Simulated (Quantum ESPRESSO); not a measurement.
# Energy of KCl along an even scaling of the cell

System: KCl (Fm-3m, 2 atoms in the cell).
Method: Kohn-Sham DFT of a periodic cell, EV93, JTH 2.0 PBE, no spin polarisation (Quantum ESPRESSO 7.5).

The 7 runs differ only in the geometry, by an even scaling of the cell at fixed fractional positions. The structure derives from an entry of the Crystallography Open Database.

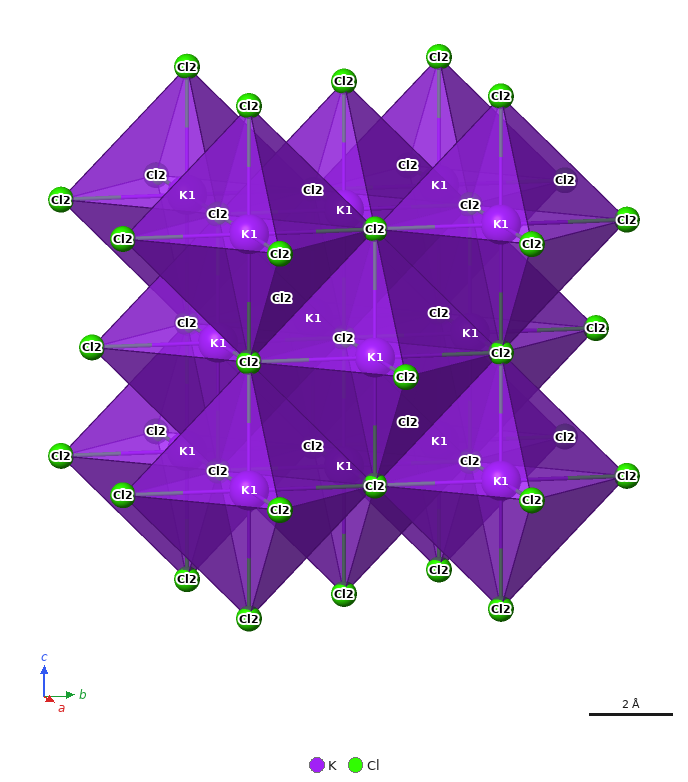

Figure 1. The structure of run 4 (polyhedral view of the cell 4 times as large as that of the calculation, set on its symmetry axes, seen slightly off an axis; polyhedra are completed across the faces of the cell; atoms are numbered from 1 in the order of the input).

**Input of run 4**
```
&CONTROL
  calculation = 'scf'
  prefix = 'pwscf'
  outdir = './tmp'
  pseudo_dir = './pseudo'
  tprnfor = .true.
  tstress = .true.
  disk_io = 'nowf'
/
&SYSTEM
  ibrav = 0
  nat = 2
  ntyp = 2
  ecutwfc = 36
  ecutrho = 216
  nbnd = 14
  input_dft = 'ev93'
  occupations = 'smearing'
  smearing = 'fd'
  degauss = 0.00183747
/
&ELECTRONS
  conv_thr = 4d-10
  electron_maxstep = 120
  mixing_beta = 0.5
/
ATOMIC_SPECIES
K     39.0983 K.GGA_PBE-JTH.UPF
Cl    35.4500 Cl.GGA_PBE-JTH.UPF
CELL_PARAMETERS angstrom
   0.0000000000    3.1464700000    3.1464700000
   3.1464700000    0.0000000000    3.1464700000
   3.1464700000    3.1464700000    0.0000000000
ATOMIC_POSITIONS crystal
K      0.0000000000    0.0000000000    0.0000000000
Cl     0.5000000000    0.5000000000    0.5000000000
K_POINTS automatic
7 7 7 0 0 0
```

Command:
```bash
OMP_NUM_THREADS=1 pw.x -in pw.in > pw.out
```

Run 5 differs from it as follows:
```diff
-   0.0000000000    3.1464700000    3.1464700000
-   3.1464700000    0.0000000000    3.1464700000
-   3.1464700000    3.1464700000    0.0000000000
+   0.0000000000    3.1673081569    3.1673081569
+   3.1673081569    0.0000000000    3.1673081569
+   3.1673081569    3.1673081569    0.0000000000
```

**Results, with one run withheld**

```tsv
run	volume per atom (Å³)	free energy per atom, from the lowest run given (meV)	pressure (GPa)	gap on the mesh (eV)
1	29.282	172.35	9.92	6.34
2	29.905	135.52	9.00	6.22
3	30.528	102.73	8.16	6.11
4	31.151	72.98	7.34	6.00
5	31.774	?	?	?
6	32.397	23.17	6.00	5.80
7	33.020	0.00	5.44	5.71
```

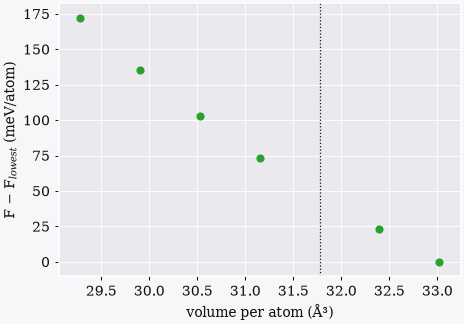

Figure 2. Free energy per atom of the runs given; the dotted line marks run 5.

What should run 5 give?

A cubic polynomial in V^(−2/3) (the Birch–Murnaghan form), fitted to the 6 runs given, misses them by at most 0.44 meV per atom. With x = V^(−2/3) − 0.10133 Å⁻², it reads F = 80.108 + 20885 x + 5.4185e+05 x² + 3.0969e+07 x³ (meV per atom). At run 5 it gives 47.03 meV per atom, and the run itself gives 47.33. The slope of the fit gives a pressure −dF/dV of 6.48 GPa there, and the run prints 6.66 GPa. The two needn't agree exactly: the fit is approximate, and the printed stress is taken on a finite basis. The fit has no minimum inside this range. The gap on the mesh goes, without turning, from 6.34 eV in run 1 to 5.71 eV in run 7; run 5 has 5.91 eV. These are gaps of this functional on this mesh, which can miss the band edges; they aren't the measured gap.

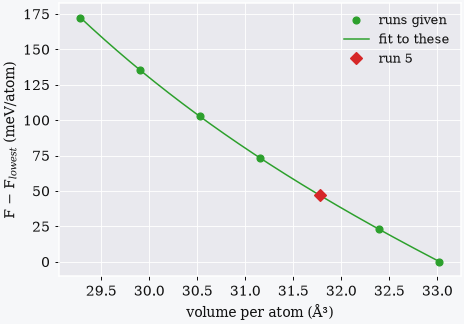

Figure 3. The fit and the withheld run.

**Some lines of the output (run 5)**
```
[...]
     total energy              =    -197.27089683 Ry
     total energy              =    -197.29879384 Ry
     total energy              =    -197.29896264 Ry
     total energy              =    -197.29920397 Ry
     total energy              =    -197.29921766 Ry
     total energy              =    -197.29921876 Ry
     total energy              =    -197.29921900 Ry
     total energy              =    -197.29921901 Ry
     total energy              =    -197.29921902 Ry
     the Fermi energy is     3.2024 ev
!    total energy              =    -197.29921901 Ry
     The total energy is F=E-TS. E is the sum of the following terms:
     Computing stress (Cartesian axis) and pressure
          total   stress  (Ry/bohr**3)                   (kbar)     P=       66.56
```

Notes: The record of the run, not the program, notes: potentials made for another functional. Notes on the run: negative rho. Points of doubt noted for this run: potentials made for another functional.
